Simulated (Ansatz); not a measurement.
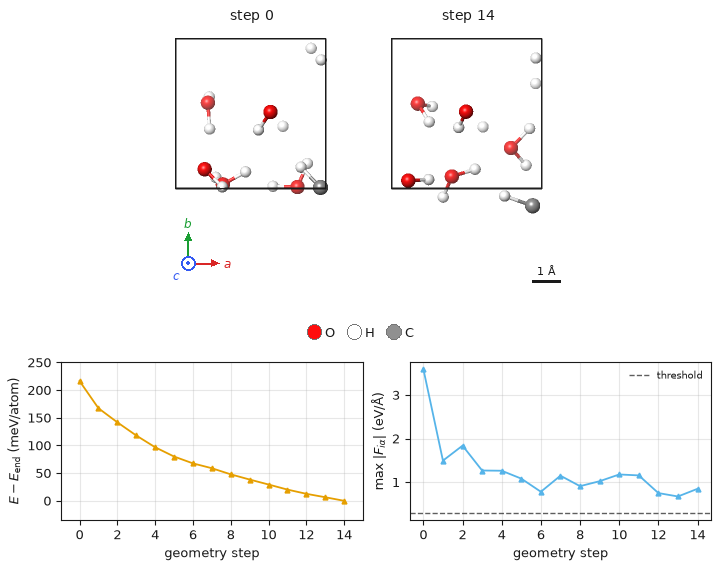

First and last geometry of a relaxation of an amorphous cell of composition H12CO5, with the history of the run. A ball-and-stick model of the cell of the calculation, seen along the c axis.

The cell holds 4 H2O + 1 CH3OH. The run prepares the start of a later molecular dynamics calculation, from a guessed geometry.

Method: DFT PBE-D3(BJ), scalar-relativistic, plane waves, PAW in Ansatz 0.2.0.

Input file:
```yaml
crystal:
  lattice:
    - [5.521131, 0.0, 0.0]
    - [0.0, 5.521131, 0.0]
    - [0.0, 0.0, 5.521131]
  atoms:
    - { symbol: O, position: [0.3138511, 0.0272536, 0.5678318] }
    - { symbol: H, position: [0.2671657, 0.0741903, 0.4053736] }
    - { symbol: H, position: [0.4656313, 0.1111489, 0.5942816] }
    - { symbol: O, position: [0.6318652, 0.5109349, 0.9601645] }
    - { symbol: H, position: [0.5522177, 0.3915215, 0.8593083] }
    - { symbol: H, position: [0.7153388, 0.4153235, 1.0812672] }
    - { symbol: O, position: [0.2139175, 0.572561, 0.3288307] }
    - { symbol: H, position: [0.223231, 0.6119772, 0.1581414] }
    - { symbol: H, position: [0.2254442, 0.3975534, 0.3326643] }
    - { symbol: O, position: [0.8125557, 0.0098676, 0.407963] }
    - { symbol: H, position: [0.8784586, 0.1670554, 0.3664412] }
    - { symbol: H, position: [0.6487609, 0.0146292, 0.3453223] }
    - { symbol: C, position: [-0.0340994, 0.0072661, 0.8932538] }
    - { symbol: O, position: [0.1925088, 0.1285379, 0.9123497] }
    - { symbol: H, position: [-0.1639157, 0.1421258, 0.8307743] }
    - { symbol: H, position: [0.3105285, 0.0108486, 0.9679117] }
    - { symbol: H, position: [-0.0291689, -0.1413244, 0.7615132] }
    - { symbol: H, position: [-0.0963447, -0.0640437, 1.0678948] }
basis:
  ecutwfc: 420.0
kpoints:
  mp_grid: { grid: [1, 1, 1] }
hamiltonian:
  xc: pbe
  dispersion: d3bj
scf:
  occupations: { method: fermi_dirac, width: 0.02 }
  lower_state_search: "off"
relax:
  f_tol: 0.3
  max_steps: 15
  adjacent_minimum: "off"
output:
  write_density: true
  write_potential: true
  elf: true
  volumetric_format: npy
```

Command:
```bash
ansatz run input.yaml --threads 1 --pin off --max-ram 3072MiB --backend cpu --events-out ev --progress --plain --runs-dir out
```

Did the run converge, and what did it change?

The relaxation stopped without meeting its thresholds, so the last structure isn't shown to be converged. It used up its limit of 15 steps. H12 moves most: 1.70 Å along [2 1 −1]. By element the largest moves are H 1.70 Å, O 1.52 Å, C 0.70 Å. The lattice vectors keep their values. Near-neighbour distances that change, for instance: O10–H11 0.969 → 1.012 Å, O1–H2 0.969 → 1.000 Å, C13–H15 1.090 → 1.114 Å, O14–H16 0.970 → 0.993 Å. Among the angles between lasting bonds that change: H11–O10–H12 104.0° → 100.6°, H8–O7–H9 104.0° → 101.8°, O14–C13–H15 106.3° → 108.5°. Over 14 geometry steps the energy falls by 216 meV per atom. Largest force component: 3.6 eV/Å at the start, 0.85 eV/Å at the end. Cost: 18 s on 1 thread of Arm Neoverse V1, on a shared host, peak memory 0.3 GiB.

```tsv
step	E − E(0), meV/atom	largest force component, eV/Å
0	0.00	3.5952
1	-49.19	1.4956
2	-74.62	1.8393
3	-98.42	1.2691
4	-119.69	1.2640
5	-136.44	1.0834
6	-148.83	0.7820
7	-157.59	1.1505
8	-168.64	0.9103
9	-178.05	1.0240
10	-187.02	1.1786
11	-196.21	1.1570
12	-203.84	0.7519
13	-210.03	0.6739
14	-216.49	0.8500
```

Limits of the set-up: the periodic images lie only 5.5 Å apart, so the values are limited by the cell's size.
